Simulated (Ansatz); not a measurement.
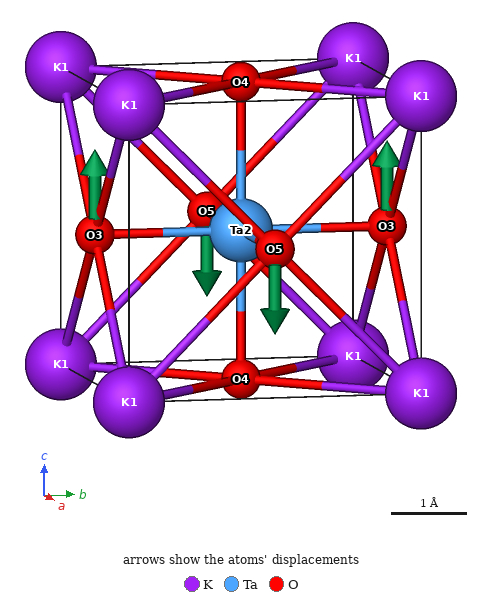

One vibrational mode of solid KTaO3 (a generated structure) at the zone centre. Displacements are drawn as green arrows; their common scale and sign are arbitrary. Style: ball-and-stick. Shown: the cell of the calculation, slightly off an axis.

The calculation used DFT PBE, scalar-relativistic, plane waves, PAW in Ansatz. Set-up: plane-wave cutoff 420 eV; k-point mesh 8 × 8 × 8; occupations fixed; no spin polarisation.

Frequencies are those without the non-analytic (LO–TO) term.

### Give the symmetry, activity and frequency of this mode.

This is the T₂u mode (triply degenerate; one member of the set is drawn) at 264 cm⁻¹, optical level 3 of 4, counted from below (1 lower level is imaginary, so the structure is unstable), silent by symmetry (neither infrared- nor Raman-active). The K and Ta atoms stay at rest; all motion is along c; atoms of one kind move against one another, with no net shift of their sublattice.
